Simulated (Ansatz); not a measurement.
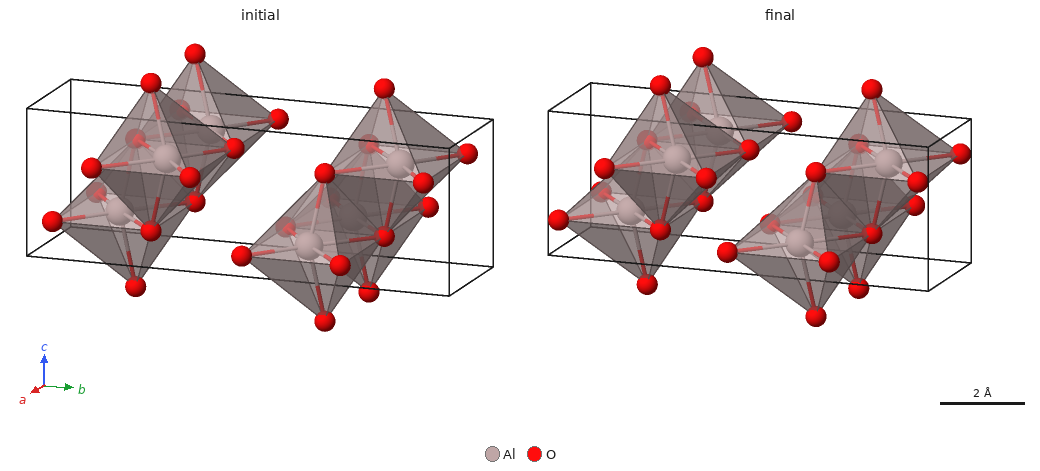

The structure of solid AlO2 (set up in Cmcm) before (left) and after (right) a relaxation, at one scale.

A polyhedral model of the conventional cell (2 times the calculation's cell), seen slightly off an axis. Lengths and directions refer to the drawn axes.

The run lets cell and atoms move.

Level of theory: Ansatz 0.2.0, Kohn-Sham DFT of a periodic cell, LDA, Ansatz PAW.

Input
```yaml
crystal:
  lattice:
    - [1.488162, -5.402833, 0.0]
    - [1.488162, 5.402833, 0.0]
    - [0.0, 0.0, 3.646612]
  atoms:
    - { symbol: Al, position: [0.668133, 0.331867, 0.75] }
    - { symbol: Al, position: [0.331867, 0.668133, 0.25] }
    - { symbol: O, position: [0.061072, 0.938928, 0.75] }
    - { symbol: O, position: [0.938928, 0.061072, 0.25] }
    - { symbol: O, position: [0.294184, 0.705816, 0.75] }
    - { symbol: O, position: [0.705816, 0.294184, 0.25] }
hamiltonian:
  xc: lda
  pseudopotentials: { kind: paw }
kpoints:
  mp_grid: { grid: [9, 9, 7] }
scf:
  occupations: { method: fermi_dirac, width: 0.05 }
output:
  forces: true
  stress: true
  eigenvalues: true
relax:
  f_tol: 0.01
  max_steps: 40
  cell: { stress_tol: 0.05 }
```

Launched with:
```bash
ansatz run input.yaml --threads 2 --pin off --max-ram 5632MiB --backend cpu --events-out ev --progress --plain --runs-dir out
```

What changed between the two?

Answer. The largest moves relative to the cell, 0.32 Å, are those of O atoms. Largest moves by element: O 0.32 Å, Al 0.07 Å. The drawn cell changes as follows: a 2.976 → 2.885 Å (−3.1 %), b 10.806 → 9.727 Å (−10.0 %), c 3.647 → 3.559 Å (−2.4 %); the volume changes by −14.8 %. Some distances before and after: Al–O 2.017 → 1.944 Å, Al–O 1.885 → 1.941 Å, Al–O 1.868 → 1.828 Å. Among the angles between lasting bonds that change: O–Al–O 104.3° → 96.0°, Al–O–Al 104.3° → 96.0°, O–Al–O 175.4° → 179.9°. The space group stays Cmcm (No. 63). Over 8 accepted moves (13 points after the start) the energy falls by 1.110 eV per cell of the calculation. The largest force component goes from 0.45 to under 0.0001 eV/Å. The pressure goes from −11.71 to 0.00 GPa. The line search rejected the trial steps at points 3, 6 of the run. The SCF was repeated 3 times at an unchanged geometry on a basis and grid sized afresh for the cell, which shifted the energy by 28.7 meV per cell of the calculation at most. Cost: 87 s on 2 threads of AMD EPYC 7571, with other jobs on the host, peak memory 0.46 GiB.
